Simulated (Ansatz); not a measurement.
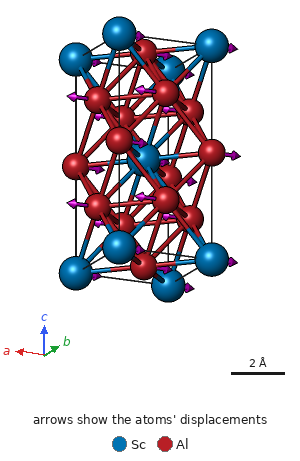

Phonons of a crystal of ScAl₃ relaxed at 8 GPa, space group I4/mmm (No. 139), at the zone centre. The optical levels lie at 169, 240 (×2), 270, 303 (×2), 340, 354 (×2) cm⁻¹. One mode is drawn. Displacements are drawn as purple arrows; their common scale and sign are arbitrary. Style: ball-and-stick. Shown: the conventional cell (2 times the calculation's cell), from a free direction. Lengths and directions refer to the drawn axes.

Computed with DFT PBE, scalar-relativistic, plane waves, PAW (Ansatz). (plane-wave cutoff 420 eV; k-point mesh 16 × 16 × 16; occupations fermi dirac; smearing width 0.15 eV; target pressure 8 GPa; no spin polarisation)

The frequencies depend somewhat on the k-mesh and the smearing.

Which of these frequencies is the drawn mode's?

The level at 240 cm⁻¹. This is the E_u mode (doubly degenerate; one member of the set is drawn), optical level 2 of 6, counted from below, infrared-active by symmetry. The Al (4d) sublattice moves against the Al (2b) and Sc sublattices, along a; the kinetic energy is shared as Al 79 %, Sc 21 %. The crystal is a metal, so free carriers screen the infrared response.
